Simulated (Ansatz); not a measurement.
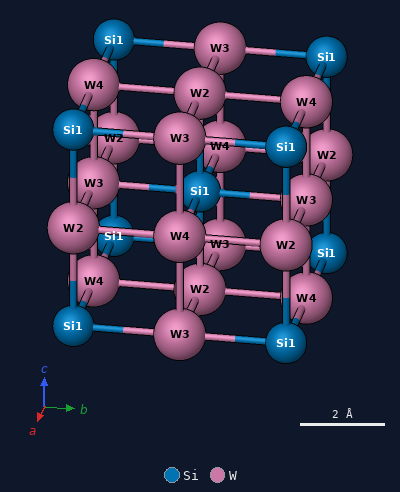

Fig. 1: The input geometry (ball-and-stick view of the cell 2 times as large as that of the calculation, set on its symmetry axes, seen at an oblique angle; atoms are numbered from 1 in the order of the input). Near neighbours in the crystal (not all of them lie inside the picture): Si has 6 W at 2.61 Å; W has 2 Si at 2.61 Å and 4 W at 2.61 Å.

**W₃Si: geometry relaxation (part 1 of 2)**

W₃Si (Im-3m, 4 atoms in the cell), computed with DFT PBE, scalar-relativistic, plane waves, PAW, no spin polarisation (Ansatz 0.2.0).

The structure derives from a Materials Project entry. Figures and captions count atoms from 1; the log counts them from 0 in places.

Input
```yaml
crystal:
  lattice:
    - [-2.606175, 2.606175, 2.606175]
    - [2.606175, -2.606175, 2.606175]
    - [2.606175, 2.606175, -2.606175]
  atoms:
    - { symbol: Si, position: [0.0, 0.0, 0.0] }
    - { symbol: W, position: [0.5, 0.5, 0.0] }
    - { symbol: W, position: [0.5, 0.0, 0.5] }
    - { symbol: W, position: [0.0, 0.5, 0.5] }
basis:
  ecutwfc: 420
kpoints:
  mp_grid: { grid: [12, 12, 12] }
hamiltonian:
  xc: pbe
scf:
  occupations: { method: gaussian, width: 0.1 }
output:
  forces: true
  stress: true
  eigenvalues: true
  write_density: true
  write_potential: true
  elf: true
  volumetric_format: npy
relax:
  adjacent_minimum: "off"
  f_tol: 0.005
  max_steps: 80
  cell: { stress_tol: 0.05 }
```

Launch command:
```bash
ansatz run input.yaml --threads 2 --pin off --max-ram 5120MiB --backend cpu --events-out ev --progress --plain --runs-dir out
```

What the program printed
```
Engine: ansatz 0.2.0, x86_64-unknown-linux-gnu
Pseudopotentials: kind: paw
Pseudopotential: Si, paw, valence charge 4, recommended cutoff 420 eV (normal), Si.paw.azcp
Pseudopotential: W, paw, valence charge 14, recommended cutoff 420 eV (normal), W.paw.azcp
Functional definition: PBE
  parameter kappa = 0.804
  parameter beta = 0.06672455060314922
  exchange = pbe_x(kappa = kappa, mu = beta*pi^2/3)
  correlation = pbe_c(beta = beta)
Crystal: 4 atoms, lattice volume = 70.806 Å³
Basis set: ecut = 420 eV, 1409 PW (Γ), exchange–correlation on 64×64×64 points (8 copies of the dense FFT grid, shifted against one another)
Bands: 28, of which v1, the nominal top of the filled ones, is band 23 counted from 1 (22 counted from 0)
Symmetry: 48 space group operations
Space group: Im-3m (ITA 229), of the structure as read, at distance tolerance 4.1e-5 Å
k-points: 72 of 1728
Non-local potential: Si, projectors of the file, l = 0: 2, l = 1: 2, l = 2: 2
Non-local potential: W, projectors of the file, l = 0: 3, l = 1: 2, l = 2: 2, l = 3: 1
PAW form: soft (Blöchl's): semilocal exchange-correlation on the pseudo side does not see the compensation charge
PAW one-centre angular grid: Si, 110 points (default); XC on 64 Gauss nodes
PAW one-centre angular grid: W, 590 points (default); XC on 64 Gauss nodes
Initial density: superposition of atomic densities (neutral atoms: chi_scale 0, normalization atom), corrected by the library's trained network
Initial wavefunctions: pseudopotential atomic-orbital guess
Functional: x = pbe(κ = 0.804, μ = 0.2195149727645171), c = pbe(β = 0.06672455060314922)
SCF iter   1: F=—  HF=-31784.896837 eV  |F-HF|=—  |Δ(HF+E_count)|=         —  Δρ=5.49e-3  dr2=2.69e-2  ethr=1.77e-3  ⟨swp⟩=5.0  Hψ=8608  notcnv=0
preconditioner: auto → Kerker (q_TF=auto, 2.539 Å⁻¹)  [metal: Δε(μ)=0.006 eV  Ē_g=4.593 eV  σ=0.100 eV  W_gap=0.04  n_scr=18 (ndim 8)  ℏωp=20.7 eV  f_vac=0.000  D(μ)=5.42/eV (n_scr^D=54)]
SCF iter   2: F=—  HF=-31784.893441 eV  |F-HF|=—  |Δ(HF+E_count)|=   3.40e-3  Δρ=3.05e-3  dr2=8.49e-3  ethr=5.84e-5  ⟨swp⟩=1.0  Hψ=2592  notcnv=0
SCF iter   3: F=—  HF=-31784.892185 eV  |F-HF|=—  |Δ(HF+E_count)|=   1.26e-3  Δρ=2.86e-4  dr2=4.06e-5  ethr=1.85e-5  ⟨swp⟩=2.0  Hψ=2782  notcnv=0
SCF iter   4: F=—  HF=-31784.892178 eV  |F-HF|=—  |Δ(HF+E_count)|=   6.83e-6  Δρ=4.66e-5  dr2=1.25e-6  ethr=8.82e-8  ⟨swp⟩=2.9  Hψ=3896  notcnv=0
iter 5 did not close the SCF: its close was put off for the readings that it lacked (scf_convergence_deferred on its scf_iter line)
SCF iter   5: F=-31784.892178 eV  HF=-31784.892178 eV  |F-HF|=1.30e-8  |Δ(HF+E_count)|=   1.47e-7  Δρ=8.60e-6  dr2=2.59e-8  ethr=2.72e-9  ⟨swp⟩=2.0  Hψ=2736  notcnv=0
SCF iter   6: F=-31784.892178 eV  HF=-31784.892178 eV  |F-HF|=3.97e-10  |Δ(HF+E_count)|=   1.52e-8  Δρ=1.53e-6  dr2=8.92e-10  ethr=5.63e-11  ⟨swp⟩=7.3  Hψ=12186  notcnv=0
the search or the solves at the SCF's close seem to have found levels that the self-consistency loop had missed (the run counts 1). By its estimate they hold under 1e-12 electrons; where the run keeps them, the occupations were computed again with them
SCF 1 converged in 6 iterations: F = -31784.892178 eV  dr2 = 8.92e-10
  greatest PAW one-centre occupation: 1.000 electrons in one spin orbital (limit 2), on the W atom at site 3 (counted from 0), in its partial waves of l = 0
relax step   1: F+E_penalty+E_count = -31784.89217829 eV  Δ(F+E_penalty+E_count) = +0.000e0 eV  max|allowed force component| = 1.573e-29 eV/Å  Δτ_max = 0.0000 Å  P = -0.528 GPa  Ω = 70.806 Å³  (6 SCF iters, dr2 threshold 1.00e-7 eV, accepted)
Crystal: 4 atoms, lattice volume = 70.370 Å³
Initial density: handed on by an earlier stage of this run
Initial wavefunctions: those handed on with the density
iter 1 solved again at ethr=1.24e-7 eV; its pass at ethr=3.10e-3 eV (dr2=5.72e-5 eV) is discarded
SCF iter   1: F=—  HF=-31784.892173 eV  |F-HF|=—  |Δ(HF+E_count)|=         —  Δρ=2.34e-4  dr2=3.03e-5  ethr=1.24e-7  ⟨swp⟩=3.0  Hψ=11608  notcnv=0
preconditioner: auto → Kerker (q_TF=auto, 2.542 Å⁻¹)  [metal: Δε(μ)=0.012 eV  Ē_g=4.602 eV  σ=0.100 eV  W_gap=0.07  n_scr=18 (ndim 8)  ℏωp=20.8 eV  f_vac=0.000  D(μ)=5.47/eV (n_scr^D=54)]
SCF iter   2: F=—  HF=-31784.892161 eV  |F-HF|=—  |Δ(HF+E_count)|=   1.21e-5  Δρ=1.43e-4  dr2=1.17e-5  ethr=6.58e-8  ⟨swp⟩=1.0  Hψ=2016  notcnv=0
iter 3 did not close the SCF: its close was put off for the readings that it lacked (scf_convergence_deferred on its scf_iter line)
SCF iter   3: F=-31784.892159 eV  HF=-31784.892159 eV  |F-HF|=1.14e-8  |Δ(HF+E_count)|=   2.05e-6  Δρ=2.05e-5  dr2=2.90e-7  ethr=2.55e-8  ⟨swp⟩=2.0  Hψ=2631  notcnv=0
iter 4 did not close the SCF: its close was put off for the readings that it lacked (scf_convergence_deferred on its scf_iter line)
SCF iter   4: F=-31784.892159 eV  HF=-31784.892159 eV  |F-HF|=1.41e-9  |Δ(HF+E_count)|=   1.17e-9  Δρ=4.31e-6  dr2=1.23e-8  ethr=6.30e-10  ⟨swp⟩=2.5  Hψ=3073  notcnv=0
iter 5 did not close the SCF: its close was put off for the readings that it lacked (scf_convergence_deferred on its scf_iter line)
SCF iter   5: F=-31784.892159 eV  HF=-31784.892159 eV  |F-HF|=5.09e-11  |Δ(HF+E_count)|=   1.16e-9  Δρ=6.91e-7  dr2=2.81e-10  ethr=2.67e-11  ⟨swp⟩=2.0  Hψ=2712  notcnv=0
SCF iter   6: F=-31784.892159 eV  HF=-31784.892159 eV  |F-HF|=3.64e-12  |Δ(HF+E_count)|=  5.09e-11  Δρ=1.21e-7  dr2=7.80e-12  ethr=1.00e-12  ⟨swp⟩=4.4  Hψ=9353  notcnv=0
SCF 2 converged in 6 iterations: F = -31784.892159 eV  dr2 = 7.80e-12
relax step   2: F+E_penalty+E_count = -31784.89215900 eV  Δ(F+E_penalty+E_count) = +1.929e-5 eV  max|allowed force component| = 1.637e-29 eV/Å  Δτ_max = 0.0000 Å  P = +0.650 GPa  Ω = 70.370 Å³  energy of the carried Pulay correction = +1.371e-4 eV  (6 SCF iters, dr2 threshold 4.00e-7 eV, rejected (line search))
Crystal: 4 atoms, lattice volume = 70.610 Å³
iter 1 solved again at ethr=3.98e-8 eV; its pass at ethr=3.10e-3 eV (dr2=1.83e-5 eV) is discarded
SCF iter   1: F=—  HF=-31784.892577 eV  |F-HF|=—  |Δ(HF+E_count)|=         —  Δρ=1.29e-4  dr2=9.33e-6  ethr=3.98e-8  ⟨swp⟩=3.0  Hψ=11499  notcnv=0
preconditioner: auto → Kerker (q_TF=auto, 2.540 Å⁻¹)  [metal: Δε(μ)=0.011 eV  Ē_g=4.588 eV  σ=0.100 eV  W_gap=0.06  n_scr=18 (ndim 8)  ℏωp=20.7 eV  f_vac=0.000  D(μ)=5.50/eV (n_scr^D=54)]
SCF iter   2: F=—  HF=-31784.892568 eV  |F-HF|=—  |Δ(HF+E_count)|=   8.74e-6  Δρ=7.91e-5  dr2=3.59e-6  ethr=2.03e-8  ⟨swp⟩=1.0  Hψ=2016  notcnv=0
SCF iter   3: F=—  HF=-31784.892566 eV  |F-HF|=—  |Δ(HF+E_count)|=   2.60e-6  Δρ=1.14e-5  dr2=8.98e-8  ethr=7.80e-9  ⟨swp⟩=2.1  Hψ=2640  notcnv=0
SCF iter   4: F=—  HF=-31784.892566 eV  |F-HF|=—  |Δ(HF+E_count)|=  4.18e-10  Δρ=2.44e-6  dr2=3.98e-9  ethr=1.95e-10  ⟨swp⟩=2.7  Hψ=3522  notcnv=0
SCF iter   5: F=—  HF=-31784.892566 eV  |F-HF|=—  |Δ(HF+E_count)|=  3.17e-10  Δρ=3.79e-7  dr2=9.08e-11  ethr=8.65e-12  ⟨swp⟩=2.0  Hψ=2753  notcnv=0
SCF iter   6: F=-31784.892566 eV  HF=-31784.892566 eV  |F-HF|=3.64e-12  |Δ(HF+E_count)|=  3.64e-11  Δρ=7.72e-8  dr2=2.76e-12  ethr=1.00e-12  ⟨swp⟩=6.0  Hψ=8831  notcnv=0
SCF 3 converged in 6 iterations: F = -31784.892566 eV  dr2 = 2.76e-12
relax step   3: F+E_penalty+E_count = -31784.89256580 eV  Δ(F+E_penalty+E_count) = -3.875e-4 eV  max|allowed force component| = 1.558e-29 eV/Å  Δτ_max = 0.0000 Å  P = -0.003 GPa  Ω = 70.610 Å³  energy of the carried Pulay correction = +6.161e-5 eV  (6 SCF iters, accepted)
Initial wavefunctions: pseudopotential atomic-orbital guess (no wavefunctions were taken with the density)
iter 1 solved again at ethr=9.62e-9 eV; its pass at ethr=3.10e-3 eV (dr2=4.42e-6 eV) is discarded
SCF iter   1: F=—  HF=-31784.892519 eV  |F-HF|=—  |Δ(HF+E_count)|=         —  Δρ=5.73e-6  dr2=3.42e-9  ethr=9.62e-9  ⟨swp⟩=3.8  Hψ=14962  notcnv=0
preconditioner: auto → Kerker (q_TF=auto, 2.540 Å⁻¹)  [metal: Δε(μ)=0.011 eV  Ē_g=4.587 eV  σ=0.100 eV  W_gap=0.06  n_scr=18 (ndim 8)  ℏωp=20.7 eV  f_vac=0.000  D(μ)=5.50/eV (n_scr^D=54)]
SCF iter   2: F=—  HF=-31784.892510 eV  |F-HF|=—  |Δ(HF+E_count)|=   8.88e-6  Δρ=3.01e-6  dr2=9.24e-10  ethr=7.43e-12  ⟨swp⟩=3.2  Hψ=3773  notcnv=0
iter 3 did not close the SCF: its close was put off for the readings that it lacked (scf_convergence_deferred on its scf_iter line)
SCF iter   3: F=-31784.892510 eV  HF=-31784.892510 eV  |F-HF|=1.82e-11  |Δ(HF+E_count)|=  3.20e-10  Δρ=2.64e-7  dr2=1.08e-11  ethr=2.01e-12  ⟨swp⟩=3.0  Hψ=3681  notcnv=0
iter 4 did not close the SCF: its close was put off for the readings that it lacked (scf_convergence_deferred on its scf_iter line)
SCF iter   4: F=-31784.892510 eV  HF=-31784.892510 eV  |F-HF|=7.28e-12  |Δ(HF+E_count)|=  3.64e-12  Δρ=6.63e-8  dr2=1.45e-12  ethr=1.00e-12  ⟨swp⟩=1.0  Hψ=2016  notcnv=0
iter 5 did not close the SCF: its close was put off for the readings that it lacked (scf_convergence_deferred on its scf_iter line)
SCF iter   5: F=-31784.892510 eV  HF=-31784.892510 eV  |F-HF|=1.46e-11  |Δ(HF+E_count)|=  3.64e-12  Δρ=1.11e-8  dr2=9.64e-14  ethr=1.00e-12  ⟨swp⟩=1.0  Hψ=2016  notcnv=0
iter 6 did not close the SCF: its close was put off for the readings that it lacked (scf_convergence_deferred on its scf_iter line)
SCF iter   6: F=-31784.892510 eV  HF=-31784.892510 eV  |F-HF|=3.64e-12  |Δ(HF+E_count)|=  7.28e-12  Δρ=1.53e-9  dr2=3.41e-15  ethr=1.00e-12  ⟨swp⟩=1.0  Hψ=2016  notcnv=0
SCF iter   7: F=-31784.892510 eV  HF=-31784.892510 eV  |F-HF|=7.28e-12  |Δ(HF+E_count)|=    0.00e0  Δρ=3.15e-10  dr2=7.43e-17  ethr=1.00e-12  ⟨swp⟩=2.9  Hψ=5276  notcnv=0
SCF 4 converged in 7 iterations: F = -31784.892510 eV  dr2 = 7.43e-17
relax step   4: F+E_penalty+E_count = -31784.89251008 eV  Δ(F+E_penalty+E_count) = +5.572e-5 eV  max|allowed force component| = 1.660e-29 eV/Å  Δτ_max = 0.0000 Å  P = -0.003 GPa  Ω = 70.610 Å³  stress off target by 2.95e-3 GPa  SCF on the basis re-selected at this cell (its energy is not comparable with the rows above)  (7 SCF iters)
```

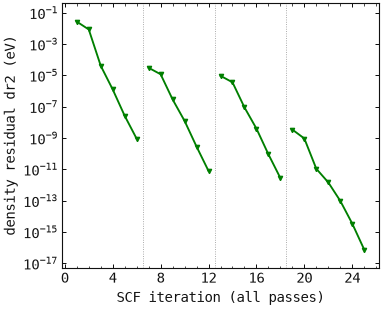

Fig. 2: Convergence of the self-consistent field: density residual dr2 against the SCF iteration. The dotted lines part the SCF passes of the relaxation: geometry steps, rejected trials and re-solves on a re-selected basis. The passes take 6, 6, 6 and 7 iterations.

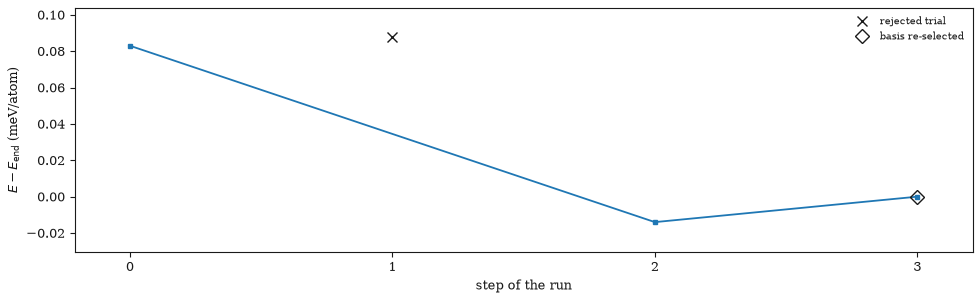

Fig. 3: Progress of the relaxation, step by step (the first geometry is step 0 here and step 1 in the log). The energy falls by 0.1 meV per atom in 2 geometry steps. All forces vanish by symmetry, so only the cell relaxes. The pressure goes from −0.53 to 0.00 GPa. The line search rejected the trial step at point 1 (counted from 0) and went back. The atoms keep their places relative to the cell (all moves are under 0.005 Å). Cell: a = b = c 5.212 → 5.208 Å (−0.1 %). Volume −0.3 %. The space group stays Im-3m (No. 229). A last SCF at the same geometry on a re-selected plane-wave basis shifts the energy by +0.0 meV per atom.
